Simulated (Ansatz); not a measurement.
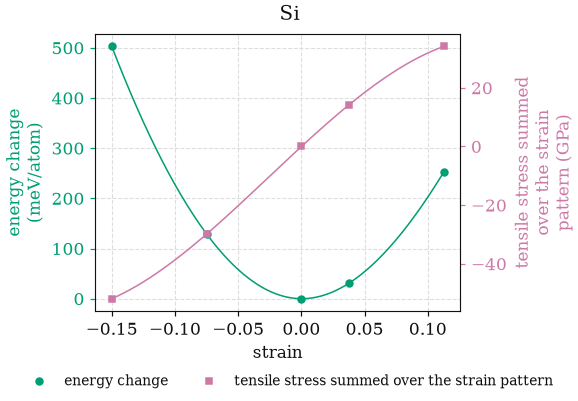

Energy change and tensile stress summed over the strain pattern against strain for Si, space group R-3 (No. 148).

The energy rises on both sides of the starting structure, which is therefore a minimum along this path. The energy change is 503 meV/atom at strain −0.1500 and 252 meV/atom at 0.1125; the lowest computed point is at strain 0.0000 (0 meV/atom). The tensile stress summed over the strain pattern rises from −51.9 GPa at strain −0.1500 to 34.1 GPa at 0.1125, and changes sign near 0.000.

Method: homogeneous strain of a crystal along one Voigt pattern with engineering shear, fractional coordinates fixed, by plane-wave density functional theory with PAW datasets, free energies less that of the undisturbed cell; scalar-relativistic (Ansatz 0.2.0). Level: r2SCAN, no spin polarisation.

wave cutoff 500 eV; k mesh 12×12×12; occupations Gaussian; smearing width 0.15 eV; k shift (0, 0, 0) (mesh steps); start relaxed; strain pattern (1, -1, 0, 0, 0, 0) (xx yy zz yz xz xy with engineering shear).

Starting cell:
```
CELL_PARAMETERS angstrom
4.71552 2.72251 1.88873
-4.71552 2.72251 1.88873
0.00000 -5.44502 1.88873
ATOMIC_POSITIONS crystal
Si 0.01615 0.71412 0.51758
Si 0.98385 0.28588 0.48242
Si 0.71242 0.71242 0.71242
Si 0.28588 0.48242 0.98385
Si 0.48242 0.98385 0.28588
Si 0.71412 0.51758 0.01615
Si 0.28758 0.28758 0.28758
Si 0.51758 0.01615 0.71412
```
